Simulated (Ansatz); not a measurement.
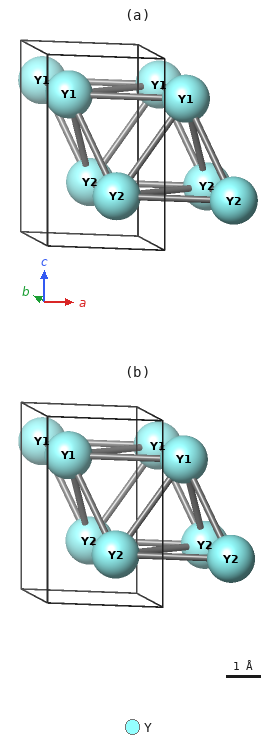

The structure of a crystal of Y (built on the hcp type) before (top) and after (bottom) a relaxation, at one scale.

Style: ball-and-stick. Shown: the cell of the calculation, repeated 2 × 2 × 1 with one cell outlined, slightly off an axis.

Method: Ansatz 0.2.0, DFT PBEsol, scalar-relativistic, plane waves, PAW. Set-up: plane-wave cutoff 600 eV; k-point mesh 14 × 14 × 8; occupations gaussian; smearing width 0.05 eV; no spin polarisation; cell and atoms relaxed; force threshold 0.01 eV/Å; at most 60 steps.

Question: Describe what moved and what it gained.

Answer: The atoms keep their places relative to the cell (all moves are under 0.005 Å). Cell: a = b 3.650 → 3.596 Å (−1.5 %), c 5.734 → 5.585 Å (−2.6 %). Volume −5.5 %. Some distances before and after: Y1–Y2 3.558 → 3.480 Å, Y1–Y1 3.650 → 3.596 Å. The space group stays P6_3/mmc (No. 194). After 1 accepted move (2 points after the start) the energy has fallen by 13.5 meV per atom. All forces vanish by symmetry, so only the cell relaxes. The pressure goes from −2.18 to 0.03 GPa. The SCF was repeated once at an unchanged geometry on a basis and grid sized afresh for the cell, which shifted the energy by less than 0.05 meV per atom at most. The run took of the order of 26 core-seconds on a shared host.
